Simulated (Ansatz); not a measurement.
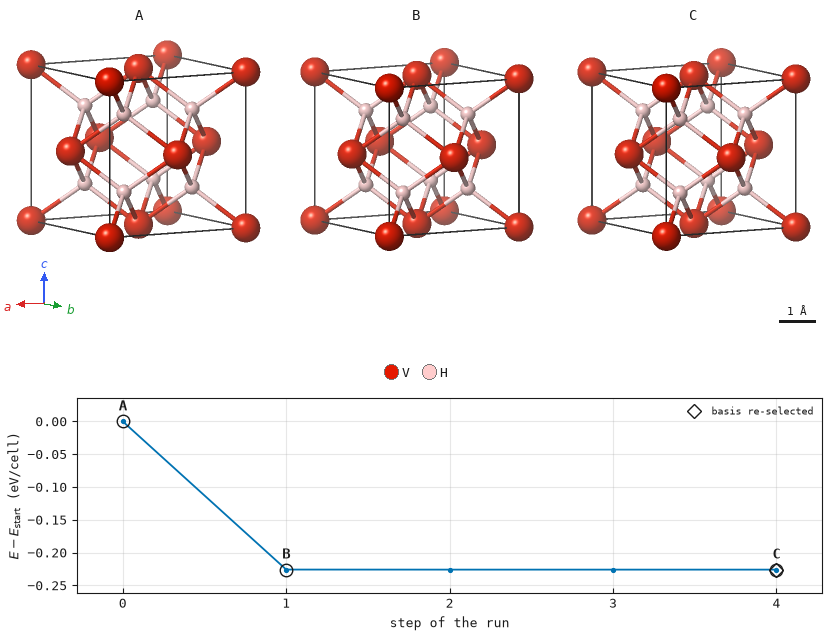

Frames of a relaxation of crystalline VH₂ (set up in Fm-3m), marked on the history of the run. Style: ball-and-stick. Shown: the conventional cell (4 times the calculation's cell), from a free direction. Lengths and directions refer to the drawn axes.

Case: cell and atoms relaxed from 1.08 times the given volume, LAPW in place of PAW files.

These are results of DFT, PBEsol, all-electron LAPW, scalar-relativistic (Ansatz 0.2.0), not measurements. Settings: plane-wave cutoff 309.4 eV; k-point mesh 13 × 13 × 13; occupations fermi dirac; smearing width 0.05 eV; collinear spin; potentials kind: all_electron, lapw: { basis_error: 0.001; cell and atoms relaxed; force threshold 0.005 eV/Å; at most 80 steps.

Question: What happens along the run?

Answer: No atom moves by more than 0.005 Å relative to the cell. Cell: a = b = c 4.382 → 4.164 Å (−5.0 %). Volume −14.2 %. Near-neighbour distances that change, for instance: V–V 3.099 → 2.945 Å, H–V 1.897 → 1.803 Å. The space group stays Fm-3m (No. 225). Over 3 accepted moves (4 points after the start) the energy falls by 0.226 eV per cell of the calculation. All forces vanish by symmetry, so only the cell relaxes. Pressure: −21.37 GPa at the start and 0.00 GPa at the end. At 1 point the geometry stayed and the basis and grid were re-selected for the new cell (energy shift of less than 0.05 meV per cell of the calculation at most each time). The program noted that the starting moments weren't kept. Cost: 62 s on 1 thread of Intel(R) Xeon(R) Platinum 8488C (Sapphire Rapids) (shared host), peak memory 0.44 GiB. From step 0 to 1: volume −13.9 %, energy −0.226 eV per cell of the calculation. From step 1 to 4: volume −0.3 %, energy −0.1 meV per cell of the calculation.

| step | E − E(0), meV/atom | pressure, GPa | volume, Å³/atom | note |
| --- | --- | --- | --- | --- |
| 0 | 0.00 | -21.37 | 7.012 |  |
| 1 | -75.26 | -0.54 | 6.036 |  |
| 2 | -75.29 | 0.14 | 6.014 |  |
| 3 | -75.29 | 0.00 | 6.018 |  |
| 4 | -75.29 | 0.00 | 6.018 | same geometry, new basis |
